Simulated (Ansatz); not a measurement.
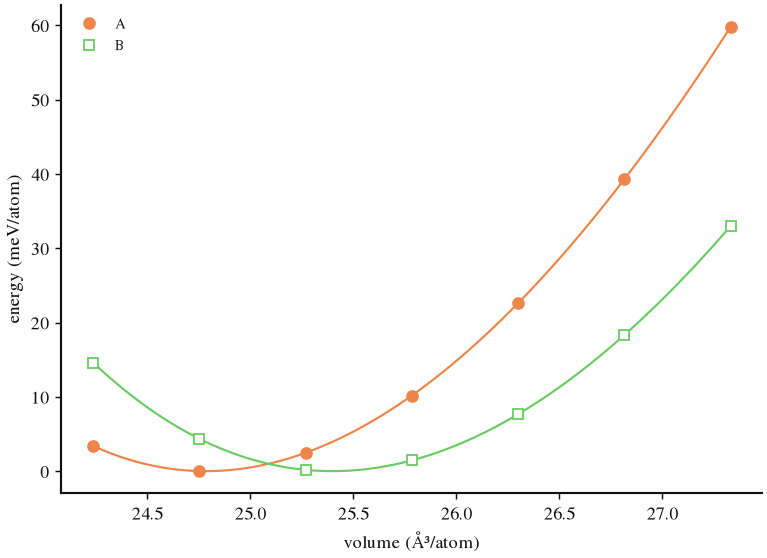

The figure compares two calculations of the energy against volume, each curve from its own zero. The first is for ZrSe₂, space group P-3m1 (No. 164).

The cell holds 3 atoms.

Calculation (Ansatz 0.2.0): all-electron LAPW DFT, no spin polarisation; energies at scaled volumes of the given cell, shape and fractions fixed, counted from the fit's minimum, third-order Birch-Murnaghan fit. Level: LDA.

- k mesh: 8×8×5
- occupations: Fermi–Dirac
- smearing width: 0.05 eV
- potentials: all electron LAPW, scalar relativistic
- program settings: basis error eV/atom 0.002

In the second, the level changes from LDA to PBEsol.

### Which of A and B is the second calculation, and what did the change do?

B. The equilibrium volume rises from 24.78 to 25.40 Å³/atom (+2.5 %) and the bulk modulus falls from 86.5 to 81.4 GPa (−5.9 %).

For both, limits of the calculation: shape and atomic fractions are frozen while scaling, which makes layered, chain and framework solids too stiff.

V0 and the bulk modulus come from third-order Birch–Murnaghan fits.
